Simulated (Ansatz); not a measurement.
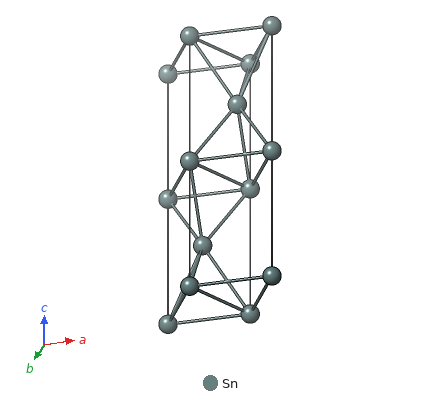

Sn (P6_3/mmc, No. 194): the input geometry of an electronic-structure calculation (not necessarily at equilibrium); the starting structure was generated, so it need not be a known form of this composition.

Space group P6_3/mmc (No. 194). a = 3.357 Å, b = 3.357 Å, c = 11.121 Å, α = 90.00°, β = 90.00°, γ = 120.00°
```tsv
atom	site	symmetry	x	y	z
Sn	2a	-3m.	0.0000	0.0000	0.0000
Sn	2c	-6m2	0.3333	0.6667	0.2500
```

Question: What will an iDPC-like image along [100] show? Simulated as the projected potential of neutral atoms (B = 0.5 Å²) blurred by a 1.16 Å probe, the thin-sample limit of integrated differential phase contrast. The display is stretched by a gamma of 0.65; percentages refer to the linear signal. Shot noise and the speckle of an amorphous layer were added.

Answer: The columns repeat on a rectangular net of 2.91 × 11.12 Å (plane group p2mg). All columns are alike (Sn). The shortest distance between visible columns is 2.91 Å in projection. Along the beam the structure repeats every 3.36 Å.

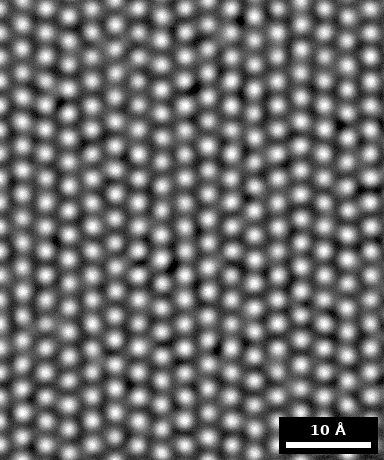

The simulated image.
